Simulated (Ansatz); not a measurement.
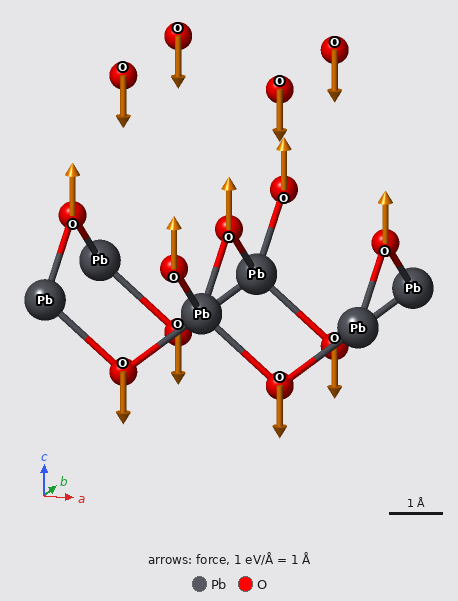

Starting geometry of solid PbO2 (a generated structure, set up in P4_2/nmc) (coarse preliminary run) with the computed forces as orange arrows. A ball-and-stick model of the atoms within 4.2 Å of the atom that moves most (axes of the cell of the calculation), seen slightly off an axis.

Case: Ge → Pb, S → O on all its sites, cell and atoms relaxed.

Theory: DFT PBE, scalar-relativistic, plane waves, PAW in Ansatz.

Input
```yaml
crystal:
  lattice:
    - [3.1500088243, 0.0, 0.0]
    - [0.0, 3.1500088243, 0.0]
    - [0.0, 0.0, 11.6350338132]
  atoms:
    - { symbol: Pb, position: [0.0, 0.0, 0.5] }
    - { symbol: Pb, position: [0.5, 0.5, 0.0] }
    - { symbol: O, position: [0.0, 0.5, 0.8903888694] }
    - { symbol: O, position: [0.0, 0.5, 0.3903888694] }
    - { symbol: O, position: [0.5, 0.0, 0.6096111306] }
    - { symbol: O, position: [0.5, 0.0, 0.1096111306] }
basis:
  ecutwfc: 420
kpoints:
  mp_grid: { grid: [6, 6, 2] }
hamiltonian:
  xc: pbe
scf:
  occupations: { method: gaussian, width: 0.1 }
output:
  forces: true
  stress: true
  eigenvalues: true
relax:
  adjacent_minimum: "off"
  f_tol: 0.05
  max_steps: 60
  cell: { stress_tol: 0.5 }
```

Run as
```bash
ansatz run input.yaml --threads 1 --pin off --max-ram 2560MiB --backend cpu --events-out ev --progress --plain --runs-dir out
```

Is this structure relaxed? If not, where do the atoms go?

It isn't relaxed: the largest force vector, on O atoms, is 1.04 eV/Å. The atoms end up moving mostly along the starting forces (cosine between the two patterns 1.00). The energy falls by 518 meV per atom in 16 accepted moves (20 points after the start). Largest force component: 1 eV/Å at the start, 0.0087 eV/Å at the end. Pressure: 15.86 GPa at the start and 0.19 GPa at the end. The line search rejected the trial steps at points 13, 14 of the run. The SCF was repeated twice at an unchanged geometry on a basis and grid sized afresh for the cell, which shifted the energy by 60.3 meV per atom at most. The largest moves relative to the cell, 0.44 Å, are those of O3, O4, O5 and O6. O6 goes along +c. Pb stays in place. The drawn cell changes as follows: a = b 3.150 → 3.770 Å (+19.7 %), c 11.635 → 5.792 Å (−50.2 %); the volume changes by −28.7 %. Some distances before and after: Pb2–O4 4.808 → 2.624 Å, Pb2–O3 2.027 → 2.168 Å. Among the angles between lasting bonds that change: O3–Pb2–O3 102.0° → 120.8°, Pb2–O6–Pb2 102.0° → 120.8°, O3–Pb2–O6 113.3° → 104.1°. The space group stays P4_2/nmc (No. 137).
